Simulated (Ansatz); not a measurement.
Take the following structure.

```cif
data_structure
_symmetry_space_group_name_H-M 'P 1'
_symmetry_Int_Tables_number 1
_cell_length_a 3.1033
_cell_length_b 3.1033
_cell_length_c 4.9721
_cell_angle_alpha 90.000
_cell_angle_beta 90.000
_cell_angle_gamma 120.000
_cell_volume 41.47
loop_
_atom_site_label
_atom_site_type_symbol
_atom_site_fract_x
_atom_site_fract_y
_atom_site_fract_z
_atom_site_occupancy
Al1 Al 0.66667 0.33333 0.49917 1
Al2 Al 0.33333 0.66667 0.99917 1
N1 N 0.66667 0.33333 0.88083 1
N2 N 0.33333 0.66667 0.38083 1
```

Work out the structure from the coordinates.

The solid is AlN. The atoms follow space group P6_3mc (No. 186); the Bravais lattice is primitive hexagonal. In terms of structure types, this is wurtzite. In the cell are 2 Al, 2 N, which makes 2 formula units. The neighbours of Al are four N in a tetrahedral arrangement at 1.89 to 1.90 Å. The neighbours of N are four Al in a tetrahedral arrangement at 1.89 to 1.90 Å. The bonds build a three-dimensional framework.

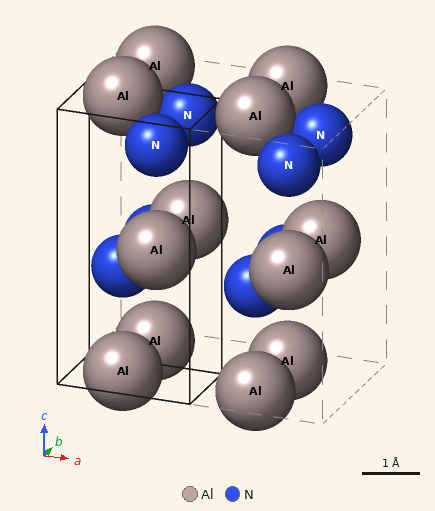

Figure: spheres-only view slightly off an axis. The structure is repeated 2×2×1 times; solid lines mark one conventional unit cell. Colours: aluminium light grey, nitrogen blue.

The model was built from a structure listed in the Materials Project. It was relaxed with DFT, r2SCAN+rVV10, plane waves, PAW in Ansatz.
